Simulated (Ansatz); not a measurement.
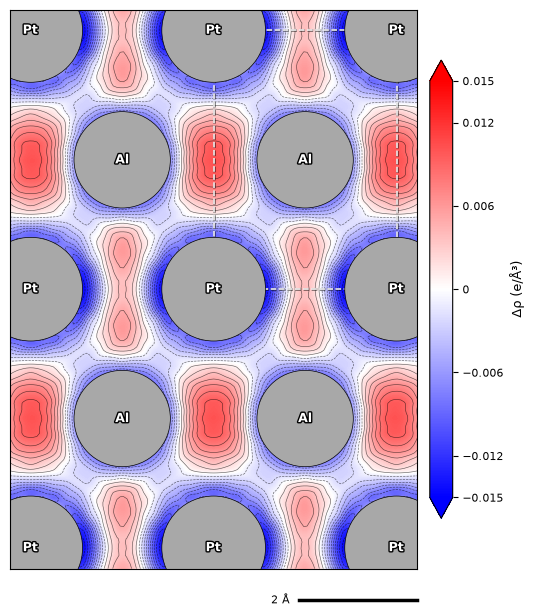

AlPt. Difference of the valence pseudo-densities of two functionals at the same geometry, on the (011̄) plane of the calculation cell: r2SCANH less B3LYP.

Space group Pm-3m; a structure from a database of computed crystals, not necessarily the ambient phase.

Both computed with Ansatz (plane waves, PAW), on the same k-point mesh. Grey discs cover the atomic cores.

Question: Where does the change of functional move the electrons?

Answer: Against B3LYP, r2SCANH gives less density around Pt (−0.007 e/Å³ on average at 1.0 Å from the nucleus).
